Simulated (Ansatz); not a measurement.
# Ge13Si3: geometry relaxation (part 2 of 2)

Continued. System: Ge13Si3 (16 atoms in the cell). Method: DFT PBEsol, scalar-relativistic, plane waves, PAW, no spin polarisation (Ansatz 0.2.0); cutoff 420 eV, 6×6×6 k-mesh, Gaussian smearing of 0.01 eV. The structure was built on a prototype by a generator; it need not be a known phase.

Geometry of the input (Å; fractional positions):
```
0.0000  5.6146  -5.6146
5.6146  5.6146  0.0000
5.6146  0.0000  -5.6146
Si 0.5000  -0.0000  0.5000
Si 0.5000  0.5000  0.5000
Ge 0.0000  -0.0000  0.5000
Ge 0.0000  0.5000  0.5000
Ge 0.5000  -0.0000  0.0000
Ge 0.5000  0.5000  -0.0000
Ge 0.0000  0.0000  0.0000
Ge 0.0000  0.5000  -0.0000
Ge 0.3750  0.3750  0.3750
Ge 0.3750  0.8750  0.3750
Si 0.8750  0.3750  0.3750
Ge 0.8750  0.8750  0.3750
Ge 0.3750  0.3750  0.8750
Ge 0.3750  0.8750  0.8750
Ge 0.8750  0.3750  0.8750
Ge 0.8750  0.8750  0.8750
```

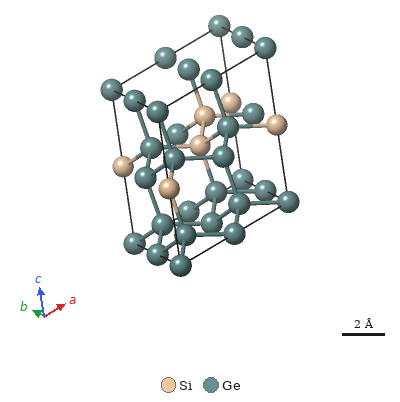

The geometry at step 3 of the log (ball-and-stick view of the reduced cell, seen slightly off an axis).

Output, continued
```
  k-point 0: bands = ["-16.7233", "-16.7189", "-16.7158", "-16.7107", "-16.7093", "-16.7089", "-16.7054", "-16.6993", "-16.6944", "-16.6903", "-16.6859", "-16.6765", "-16.6649", "-16.6565", "-16.6540", "-16.6428", "-16.6374", "-16.6372", "-16.6302", "-16.6278", "-16.6132", "-16.6129", "-16.6094", "-16.6050", "-16.6014", "-16.5851", "-16.5779", "-16.5710", "-16.5700", "-16.5575", "-16.5498", "-16.5465", "-16.5451", "-16.5437", "-16.5369", "-16.5312", "-16.5272", "-16.5181", "-16.5084", "-16.5068", "-16.4986", "-16.4828", "-16.4824", "-16.4739", "-16.4698", "-16.4665", "-16.4647", "-16.4627", "-16.4621", "-16.4600", "-16.4573", "-16.4390", "-16.4258", "-16.4255", "-16.4250", "-16.4241", "-16.4042", "-16.4016", "-16.3985", "-16.3977", "-16.3851", "-16.3831", "-16.3756", "-16.3751", "-16.3696", "-4.6265", "-2.6116", "-2.5679", "-2.4503", "-2.3478", "-0.8230", "-0.8212", "-0.8017", "-0.6388", "-0.5832", "-0.4480", "0.3937", "0.4666", "0.6015", "0.7589", "4.9227", "4.9492", "4.9570", "4.9749", "4.9893", "5.0112", "6.5070", "6.5776", "6.5875", "6.6293", "6.6414", "6.7001", "6.7147", "6.7713", "7.9957", "8.0036", "8.0128", "8.1541", "8.2215", "8.3306", "8.4364", "8.5300", "8.5657", "8.5953", "8.6166", "8.7671", "8.9139", "8.9754", "10.5066", "10.5176", "10.5463", "11.4389", "11.5233", "11.5815", "11.6025", "11.7000", "11.7211"]
  k-point 1: bands = ["-16.7246", "-16.7214", "-16.7199", "-16.7111", "-16.7102", "-16.7092", "-16.7084", "-16.6979", "-16.6942", "-16.6911", "-16.6894", "-16.6736", "-16.6637", "-16.6553", "-16.6525", "-16.6418", "-16.6343", "-16.6324", "-16.6278", "-16.6250", "-16.6124", "-16.6107", "-16.6071", "-16.6027", "-16.5996", "-16.5833", "-16.5790", "-16.5708", "-16.5704", "-16.5584", "-16.5503", "-16.5463", "-16.5452", "-16.5430", "-16.5423", "-16.5295", "-16.5285", "-16.5220", "-16.5076", "-16.5046", "-16.4991", "-16.4842", "-16.4827", "-16.4772", "-16.4752", "-16.4714", "-16.4685", "-16.4653", "-16.4612", "-16.4592", "-16.4563", "-16.4379", "-16.4305", "-16.4265", "-16.4218", "-16.4212", "-16.4035", "-16.4012", "-16.3974", "-16.3970", "-16.3833", "-16.3804", "-16.3753", "-16.3748", "-16.3692", "-4.5419", "-2.7858", "-2.5696", "-2.4646", "-2.3202", "-1.3838", "-1.2871", "-1.1048", "-0.1868", "-0.0700", "0.0862", "0.4650", "0.5888", "0.8285", "1.0230", "4.6669", "4.6869", "4.7016", "5.0143", "5.0374", "5.0827", "5.8747", "5.9321", "5.9605", "6.4384", "6.4649", "6.5148", "6.6578", "6.6973", "6.7006", "7.8585", "7.8628", "8.3841", "8.5331", "8.6806", "8.7910", "9.0245", "9.0692", "9.1828", "9.2085", "9.2646", "9.3781", "9.4816", "10.7239", "10.7387", "10.9661", "11.4250", "11.4599", "11.4666", "11.6888", "11.6998", "11.8809"]
  k-point 2: bands = ["-16.7276", "-16.7263", "-16.7256", "-16.7143", "-16.7119", "-16.7098", "-16.7094", "-16.6969", "-16.6960", "-16.6927", "-16.6922", "-16.6705", "-16.6610", "-16.6538", "-16.6507", "-16.6405", "-16.6301", "-16.6230", "-16.6225", "-16.6186", "-16.6112", "-16.6052", "-16.5994", "-16.5989", "-16.5933", "-16.5814", "-16.5795", "-16.5706", "-16.5677", "-16.5648", "-16.5519", "-16.5484", "-16.5472", "-16.5434", "-16.5392", "-16.5370", "-16.5354", "-16.5179", "-16.5106", "-16.5011", "-16.4990", "-16.4918", "-16.4868", "-16.4820", "-16.4806", "-16.4767", "-16.4755", "-16.4715", "-16.4606", "-16.4578", "-16.4555", "-16.4362", "-16.4345", "-16.4267", "-16.4212", "-16.4163", "-16.4023", "-16.4006", "-16.3957", "-16.3954", "-16.3808", "-16.3770", "-16.3742", "-16.3730", "-16.3679", "-4.2935", "-3.3262", "-2.4377", "-2.3481", "-2.2128", "-1.8519", "-1.7418", "-1.5443", "0.3647", "0.4749", "0.6061", "0.6278", "0.7802", "1.0525", "2.0722", "4.2547", "4.2690", "4.2806", "4.9150", "4.9361", "4.9465", "5.0321", "5.2352", "5.2638", "5.3165", "6.0578", "6.0765", "6.1217", "6.8511", "6.8512", "7.5257", "7.5258", "8.5867", "8.7957", "8.9376", "9.1010", "9.1851", "9.6173", "9.6728", "9.8260", "10.5259", "10.6024", "10.7397", "11.1628", "11.1872", "11.6994", "11.7226", "11.7296", "11.8229", "11.8378", "12.2586", "12.7406"]
  k-point 67: bands = ["-16.7280", "-16.7244", "-16.7234", "-16.7211", "-16.7202", "-16.7123", "-16.7091", "-16.7080", "-16.7013", "-16.6963", "-16.6888", "-16.6721", "-16.6672", "-16.6535", "-16.6454", "-16.6385", "-16.6253", "-16.6248", "-16.6122", "-16.6002", "-16.6000", "-16.5974", "-16.5958", "-16.5896", "-16.5834", "-16.5830", "-16.5772", "-16.5708", "-16.5649", "-16.5598", "-16.5481", "-16.5473", "-16.5455", "-16.5447", "-16.5426", "-16.5334", "-16.5301", "-16.5161", "-16.5150", "-16.5111", "-16.5094", "-16.5031", "-16.4961", "-16.4910", "-16.4857", "-16.4833", "-16.4747", "-16.4674", "-16.4662", "-16.4616", "-16.4540", "-16.4512", "-16.4439", "-16.4316", "-16.4233", "-16.4151", "-16.4047", "-16.3991", "-16.3901", "-16.3900", "-16.3831", "-16.3724", "-16.3715", "-16.3617", "-16.3594", "-3.6748", "-3.5514", "-2.8272", "-2.7745", "-2.6430", "-2.5599", "-0.7177", "-0.6909", "-0.5444", "-0.3367", "1.5089", "1.5946", "1.7264", "1.9217", "3.3584", "3.7156", "4.0393", "4.0768", "4.0787", "4.1010", "4.1433", "4.1604", "4.1704", "4.2113", "5.8918", "5.9229", "6.0250", "6.0989", "6.4379", "6.5221", "6.5810", "6.6554", "8.8290", "9.0645", "9.8671", "10.0100", "10.0893", "10.1479", "10.7495", "10.8529", "12.2333", "12.2612", "12.3098", "12.4142", "12.4214", "12.4706", "12.6030", "12.6309", "12.6847", "12.7656", "12.8439", "12.9014"]
--- Relaxed structure (4 steps of the walk, 4 accepted, 1 SCFs on fresh bases) ---
  F+E_penalty+E_count = -57159.79682646 eV   max|allowed force component| = 4.099e-4 eV/Å   (the final SCF, on the basis selected at the relaxed cell)
  cell:  # Å, volume = 355.5550 Å³
    - [0.0010817936666824347, 5.62234435277311, -5.622434511997442]
    - [5.623426146439793, 5.623426146439793, 0.0]
    - [5.623358256202723, 6.789023706989315e-5, -5.623448415427054]
  atoms:
    - { symbol: Si, position: [0.5000014570640838, 9.521639572745988e-5, 0.49980811014446114] }
    - { symbol: Si, position: [0.5042366240166728, 0.49858944961244733, 0.4985844767584325] }
    - { symbol: Ge, position: [-0.0014525410881862377, 0.004482942777619847, 0.49843004100979377] }
    - { symbol: Ge, position: [-0.0014525410881862932, 0.49853955730077254, 0.4984300410097937] }
    - { symbol: Ge, position: [0.49990559852524485, 6.466232100293956e-5, 0.00014212442985353513] }
    - { symbol: Ge, position: [0.49990559852524497, 0.4998876147238986, 0.00014212442985347962] }
    - { symbol: Ge, position: [-9.959699489398326e-5, 6.4217644764032186e-6, 8.675346594117681e-5] }
    - { symbol: Ge, position: [-0.0014948685893516403, 0.4984808730236593, 0.0045331225420329295] }
    - { symbol: Ge, position: [0.37802047871946837, 0.37196178687296727, 0.37803115490443273] }
    - { symbol: Ge, position: [0.37802047871946837, 0.8719865795031312, 0.3780311549044327] }
    - { symbol: Si, position: [0.8707128913107696, 0.3763504306170593, 0.3765862474551113] }
    - { symbol: Ge, position: [0.8704521834015566, 0.8764288826593373, 0.37669005127976807] }
    - { symbol: Ge, position: [0.37661414643747687, 0.3764684767317982, 0.8704489000989262] }
    - { symbol: Ge, position: [0.3766827298070837, 0.876470451188774, 0.8703763678153679] }
    - { symbol: Ge, position: [0.8749736806167739, 0.3751555737712525, 0.8748396648758994] }
    - { symbol: Ge, position: [0.8749736806167738, 0.8750310807360736, 0.8748396648758995] }
```

Trajectory as extended XYZ (Å, eV, eV/Å), 5 frames, from step=1 to step=5
```
16
Lattice="0.0000 5.6146 -5.6146 5.6146 5.6146 0.0000 5.6146 0.0000 -5.6146" Properties=species:S:1:pos:R:3:forces:R:3 step=1 energy=-57159.73185 pressure_GPa=0.37
Si    2.8073    2.8073   -5.6146    0.0002  -0.0002  -0.0138
Si    5.6146    5.6146   -5.6146   -0.2164   0.2164  -0.2305
Ge    2.8073    0.0000   -2.8073    0.2531   0.2227   0.2381
Ge    5.6146    2.8073   -2.8073   -0.2227  -0.2531   0.2381
Ge    0.0000    2.8073   -2.8073   -0.0150   0.0150   0.0005
Ge    2.8073    5.6146   -2.8073   -0.0150   0.0150   0.0005
Ge    0.0000    0.0000    0.0000   -0.0002   0.0002   0.0155
Ge    2.8073    2.8073    0.0000    0.2378  -0.2378  -0.2220
Ge    4.2109    4.2109   -4.2109   -0.0168  -0.0016  -0.4786
Ge    7.0182    7.0182   -4.2109    0.0016   0.0168  -0.4786
Si    4.2109    7.0182   -7.0182    0.2162  -0.2162   0.2160
Ge    7.0182    9.8255   -7.0182    0.2392  -0.2392   0.2543
Ge    7.0182    4.2109   -7.0182   -0.2377   0.2377   0.2224
Ge    9.8255    7.0182   -7.0182   -0.2390   0.2390   0.2395
Ge    7.0182    7.0182   -9.8255   -0.0003  -0.0150  -0.0006
Ge    9.8255    9.8255   -9.8255    0.0150   0.0003  -0.0006
16
Lattice="0.0001 5.6229 -5.6228 5.6230 5.6230 0.0000 5.6227 0.0003 -5.6225" Properties=species:S:1:pos:R:3:forces:R:3 step=2 energy=-57159.79422 pressure_GPa=-0.00
Si    2.8109    2.8121   -5.6182   -0.0036   0.0036  -0.0438
Si    5.6048    5.6412   -5.6367    0.0294  -0.0294  -0.0200
Ge    2.8263    0.0231   -2.7923    0.0173  -0.0747  -0.0262
Ge    5.5999    2.7967   -2.7923    0.0747  -0.0173  -0.0262
Ge    0.0044    2.8080   -2.8118   -0.0392   0.0478  -0.0017
Ge    2.8150    5.6186   -2.8118   -0.0478   0.0392  -0.0017
Ge    0.0005   -0.0005   -0.0033    0.0035  -0.0035   0.0462
Ge    2.8304    2.7926   -0.0227   -0.0277   0.0277   0.0735
Ge    4.2208    4.2170   -4.2554   -0.0460   0.0011   0.0581
Ge    7.0291    7.0252   -4.2554   -0.0011   0.0460   0.0581
Si    4.2357    7.0103   -7.0109   -0.0257   0.0257  -0.0330
Ge    7.0485    9.8205   -7.0135   -0.0244   0.0244   0.0111
Ge    7.0091    4.2369   -7.0060    0.0241  -0.0241  -0.0777
Ge    9.8203    7.0487   -7.0095    0.0246  -0.0246  -0.0326
Ge    7.0286    7.0328   -9.8386    0.0004  -0.0417   0.0079
Ge    9.8362    9.8405   -9.8386    0.0417  -0.0004   0.0079
16
Lattice="0.0013 5.6222 -5.6221 5.6235 5.6235 0.0000 5.6237 -0.0002 -5.6236" Properties=species:S:1:pos:R:3:forces:R:3 step=3 energy=-57159.79656 pressure_GPa=-0.00
Si    2.8123    2.8112   -5.6218   -0.0049   0.0049  -0.0004
Si    5.6087    5.6384   -5.6383   -0.0042   0.0042  -0.0073
Ge    2.8284    0.0169   -2.7948   -0.0018   0.0008  -0.0005
Ge    5.6067    2.7952   -2.7948   -0.0008   0.0018  -0.0005
Ge    0.0016    2.8108   -2.8111    0.0030   0.0025  -0.0032
Ge    2.8128    5.6219   -2.8111   -0.0025  -0.0030  -0.0032
Ge    0.0004   -0.0004   -0.0001    0.0019  -0.0019   0.0018
Ge    2.8288    2.7947   -0.0171   -0.0020   0.0020   0.0011
Ge    4.2182    4.2172   -4.2513   -0.0010  -0.0027   0.0037
Ge    7.0299    7.0289   -4.2513    0.0027   0.0010   0.0037
Si    4.2349    7.0122   -7.0128    0.0081  -0.0081  -0.0009
Ge    7.0478    9.8228   -7.0120    0.0053  -0.0053  -0.0013
Ge    7.0129    4.2342   -7.0122   -0.0018   0.0018  -0.0027
Ge    9.8243    7.0464   -7.0123   -0.0026   0.0026  -0.0017
Ge    7.0306    7.0289   -9.8394    0.0005   0.0001   0.0057
Ge    9.8418    9.8400   -9.8394   -0.0001  -0.0005   0.0057
16
Lattice="0.0011 5.6223 -5.6224 5.6234 5.6234 0.0000 5.6234 0.0001 -5.6234" Properties=species:S:1:pos:R:3:forces:R:3 step=4 energy=-57159.79658 pressure_GPa=-0.00
Si    2.8117    2.8117   -5.6219    0.0003  -0.0003   0.0001
Si    5.6080    5.6388   -5.6388    0.0002  -0.0002  -0.0002
Ge    2.8281    0.0171   -2.7947    0.0001  -0.0001  -0.0001
Ge    5.6063    2.7954   -2.7947    0.0001  -0.0001  -0.0001
Ge    0.0017    2.8110   -2.8115    0.0004  -0.0003   0.0000
Ge    2.8124    5.6217   -2.8115    0.0003  -0.0004   0.0000
Ge    0.0005   -0.0005    0.0001    0.0001  -0.0001   0.0001
Ge    2.8287    2.7948   -0.0171    0.0002  -0.0002   0.0002
Ge    4.2179    4.2171   -4.2512   -0.0003   0.0001   0.0002
Ge    7.0298    7.0289   -4.2512   -0.0001   0.0003   0.0002
Si    4.2350    7.0119   -7.0132   -0.0002   0.0002  -0.0002
Ge    7.0477    9.8225   -7.0124   -0.0002   0.0002  -0.0001
Ge    7.0123    4.2346   -7.0124   -0.0003   0.0003   0.0001
Ge    9.8236    7.0467   -7.0124   -0.0002   0.0002   0.0000
Ge    7.0301    7.0291   -9.8391   -0.0002   0.0003  -0.0001
Ge    9.8412    9.8401   -9.8391   -0.0003   0.0002  -0.0001
16
Lattice="0.0011 5.6223 -5.6224 5.6234 5.6234 0.0000 5.6234 0.0001 -5.6234" Properties=species:S:1:pos:R:3:forces:R:3 step=5 energy=-57159.79683 pressure_GPa=0.00
Si    2.8117    2.8117   -5.6219    0.0003  -0.0003   0.0001
Si    5.6080    5.6388   -5.6388    0.0002  -0.0002  -0.0003
Ge    2.8281    0.0171   -2.7947    0.0001  -0.0001  -0.0001
Ge    5.6063    2.7954   -2.7947    0.0001  -0.0001  -0.0001
Ge    0.0017    2.8110   -2.8115    0.0004  -0.0003   0.0000
Ge    2.8124    5.6217   -2.8115    0.0003  -0.0004   0.0000
Ge    0.0005   -0.0005    0.0001    0.0001  -0.0001   0.0001
Ge    2.8287    2.7948   -0.0171    0.0002  -0.0002   0.0002
Ge    4.2179    4.2171   -4.2512   -0.0003   0.0001   0.0002
Ge    7.0298    7.0289   -4.2512   -0.0001   0.0003   0.0002
Si    4.2350    7.0119   -7.0132   -0.0002   0.0002  -0.0002
Ge    7.0477    9.8225   -7.0124   -0.0002   0.0002  -0.0001
Ge    7.0123    4.2346   -7.0124   -0.0003   0.0003   0.0001
Ge    9.8236    7.0467   -7.0124   -0.0002   0.0002   0.0000
Ge    7.0301    7.0291   -9.8391   -0.0002   0.0003  -0.0001
Ge    9.8412    9.8401   -9.8391   -0.0003   0.0002  -0.0001
```

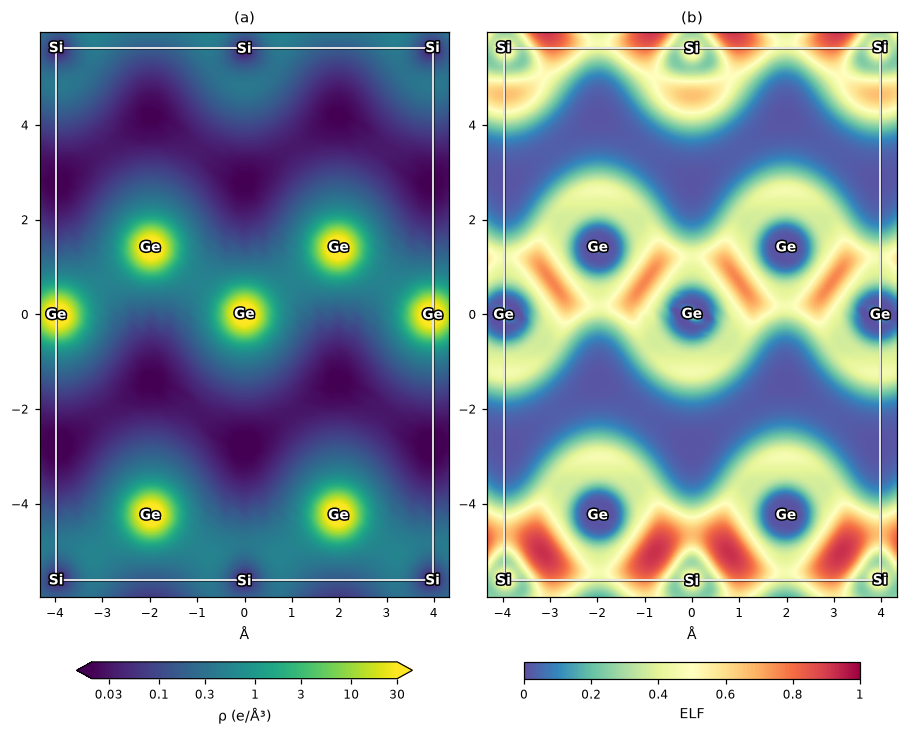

(a) valence electron density; (b) electron localisation function on the (101̄) plane of the conventional cell. The section cuts through Si and Ge sites. Si–Ge (2.41 Å): ρ is about 0.53 e/Å³ halfway; the ELF peaks at about 0.90 between the atoms (a shared electron pair). Ge–Ge (2.44 Å): the density is about 0.52 e/Å³ at the midpoint; the ELF peaks at about 0.75 between the atoms (a covalent bond). Away from the nuclei the density in this plane falls to 0.02 e/Å³ at its lowest. The fields are those of the smooth PAW valence density.

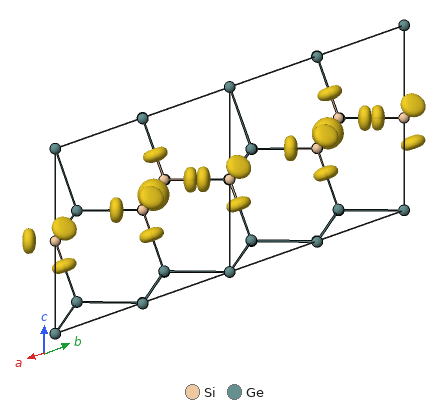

Isosurface of the ELF at 0.85 (yellow), seen along [110]. Core shells and regions of very low density are left out. Sticks mark near contacts. The outline is the cell set on symmetry axes. Profiles from the grid: Si–Si (2.38 Å): the ELF peaks at about 0.95 between the atoms (localised, shared-pair bonding).

Key numbers

```csv
quantity,value
outcome,converged
space group (tolerance 0.01 Å),Cm (8)
electrons treated,194
free energy,−57159.7968 eV
Fermi energy,8.083 eV
gap on the k-point mesh,0.14 eV
pressure,0.00 GPa
final volume,355.55 Å³
largest force (length of the vector) at the end,under 0.001 eV/Å
final cell,"a = 7.951 Å, b = 7.953 Å, c = 7.953 Å, α = 60.00°, β = 59.99°, γ = 59.99°"
wall time,8.2 min (CPU time 32 min)
peak memory,2.4 GiB
```
